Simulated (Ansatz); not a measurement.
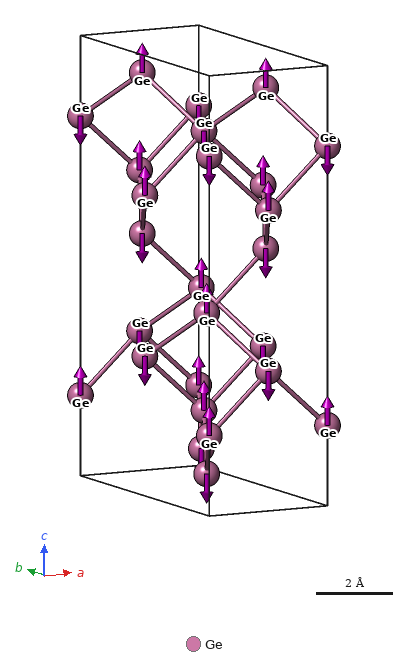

A relaxation of solid Ge (a generated structure, set up in Fddd) (coarse preliminary run). The starting structure is drawn; purple arrows show the displacements (the part carried along by the change of the cell is left out), 50 times their true length.

A ball-and-stick model of the conventional cell (4 times the calculation's cell), seen slightly off an axis. Lengths and directions refer to the drawn axes.

The calculation used DFT PBE, scalar-relativistic, plane waves, PAW (Ansatz). (plane-wave cutoff 420 eV; k-point mesh 6 × 6 × 6; occupations gaussian; smearing width 0.1 eV; no spin polarisation; cell and atoms relaxed; force threshold 0.04 eV/Å; at most 70 steps)

What did the optimiser do to the structure, and how much energy did it gain?

The energy falls by 170 meV per atom in 4 accepted moves (6 points after the start). The largest force component goes from 0.47 to 0.0063 eV/Å. Pressure: 15.22 GPa at the start and 0.04 GPa at the end. At 2 points the geometry stayed and the basis and grid were re-selected for the new cell (energy shift of 2.7 meV per atom at most each time). The largest moves relative to the cell, 0.016 Å, are those of Ge atoms. The volume changes by +18.0 %, with a 3.516 → 3.910 Å (+11.2 %), b 7.286 → 7.623 Å (+4.6 %), c 11.750 → 11.914 Å (+1.4 %). Near-neighbour distances that change, for instance: Ge–Ge 2.365 → 2.509 Å, Ge–Ge 2.435 → 2.562 Å. Bond angles that change, for instance: Ge–Ge–Ge 96.0° → 102.4°, Ge–Ge–Ge 96.0° → 92.7°. The space group stays Fddd (No. 70). The run took 57 s on 1 thread of Arm Neoverse V1 (shared host), peak memory 0.42 GiB.
